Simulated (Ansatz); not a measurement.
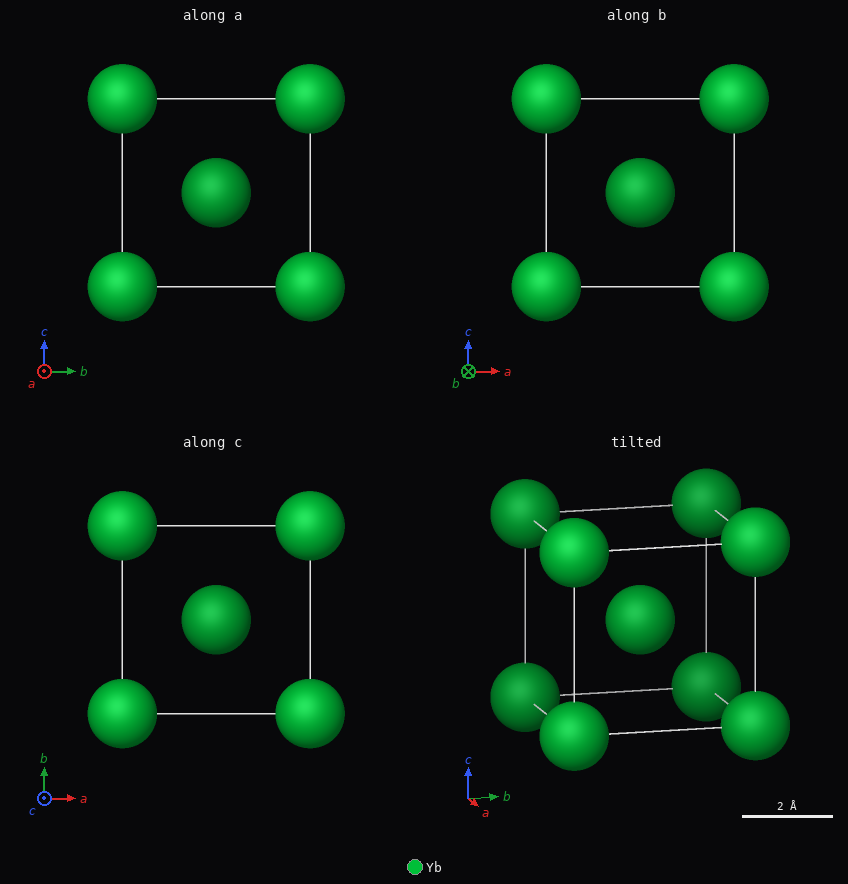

The crystal in a spheres-only representation, seen along the a axis, along the b axis, along the c axis and slightly off an axis. The box is the conventional unit cell; atoms on or close to its faces, edges and corners are drawn wherever they repeat.

Lattice parameters: a = 4.1811 Å, b = 4.1811 Å, c = 4.1811 Å, α = 90.000°, β = 90.000°, γ = 90.000°.

Question: Reconstruct the structure as a CIF in P1 with every atom of the cell.

Answer:
```cif
data_structure
_symmetry_space_group_name_H-M 'P 1'
_symmetry_Int_Tables_number 1
_cell_length_a 4.1811
_cell_length_b 4.1811
_cell_length_c 4.1811
_cell_angle_alpha 90.000
_cell_angle_beta 90.000
_cell_angle_gamma 90.000
_cell_volume 73.09
loop_
_atom_site_label
_atom_site_type_symbol
_atom_site_fract_x
_atom_site_fract_y
_atom_site_fract_z
_atom_site_occupancy
Yb1 Yb 0.0000 0.0000 0.0000 1
Yb2 Yb 0.5000 0.5000 0.5000 1
```

The initial geometry was a structure type filled with this element by a generator (whether the element takes this form wasn't checked). Earlier steps of the study may have refined or changed the cell and positions. A calculation with Ansatz used it as input.
